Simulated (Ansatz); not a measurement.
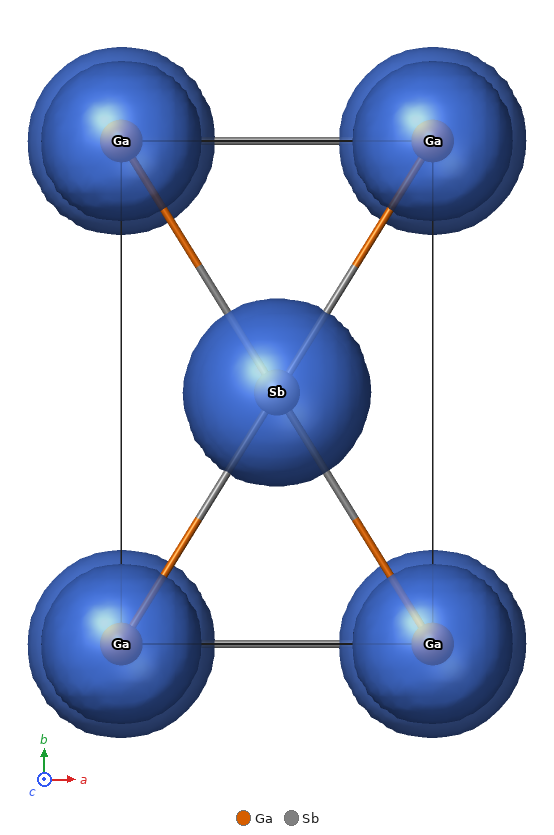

GaSb. Isosurface of the valence pseudo-density at 0.6 e/Å³ (blue), seen along the c axis. Sticks mark near contacts.

Space group Immm; a structure from a database of computed crystals, not necessarily the ambient phase.

All numbers below come from DFT PBE, scalar-relativistic, plane waves, PAW in Ansatz.

Core electrons are frozen (PAW), and the valence fields are smoothed inside the atomic spheres.

```yaml
crystal:
  lattice:
    - [3.21141, 0.00000, 0.00000]
    - [0.00000, 5.18926, 0.00000]
    - [0.00000, 0.00000, 5.76557]
  atoms:
    - { symbol: Ga, position: [0.00000, 0.00000, 0.00000] }
    - { symbol: Ga, position: [0.50000, 0.50000, 0.50000] }
    - { symbol: Sb, position: [0.00000, 0.00000, 0.50000] }
    - { symbol: Sb, position: [0.50000, 0.50000, 0.00000] }
```

Q: What does this surface tell about the bonding?

A: At this value the density breaks into separate islands; it holds about 70 % of the electrons treated as valence (semicore included). It bridges none of the near contacts. It is pinched off along the shortest Ga–Sb (2.88 Å), Sb–Sb (3.21 Å) and Ga–Sb (3.05 Å) contacts. On the grid the lowest density along these lines, outside the cores, is 0.27 e/Å³ (Ga–Sb, 2.88 Å), 0.21 e/Å³ (Sb–Sb, 3.21 Å) and 0.2 e/Å³ (Ga–Sb, 3.05 Å).

Q: Metal or insulator at this level of theory?

A: It is metallic or semimetallic at this level of theory: no gap opens.
